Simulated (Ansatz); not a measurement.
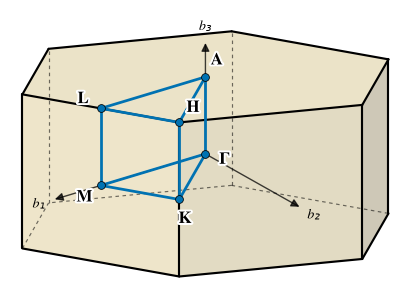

For SnO, the input geometry of an electronic-structure calculation (not necessarily at equilibrium); the starting structure was generated, so it need not be a known form of this composition: the first Brillouin zone and its special points. Geometry calculated from the standardised cell; symmetry tolerance 0.002 Å.

Space group P6₃/mmc, No. 194; a = 3.423 Å, b = 3.423 Å, c = 6.418 Å, α = 90.00°, β = 90.00°, γ = 120.00°.

Labels and path follow the convention of Hinuma et al. (2017), as computed by seekpath; the arrows show the directions of the reciprocal primitive vectors b₁, b₂, b₃, in which coordinates are given; lengths include the factor 2π.

Question: List the special points with their coordinates and distances from Γ.

Answer:
```tsv
point	k₁	k₂	k₃	length of k (1/Å)
Γ	0	0	0	0.000
A	0	0	1/2	0.490
K	1/3	1/3	0	1.224
H	1/3	1/3	1/2	1.318
M	1/2	0	0	1.060
L	1/2	0	1/2	1.167
```

Question: What is the zone's volume?

Answer: (2π)³ over the primitive cell's volume of 65.13 Å³: 3.81 Å⁻³.
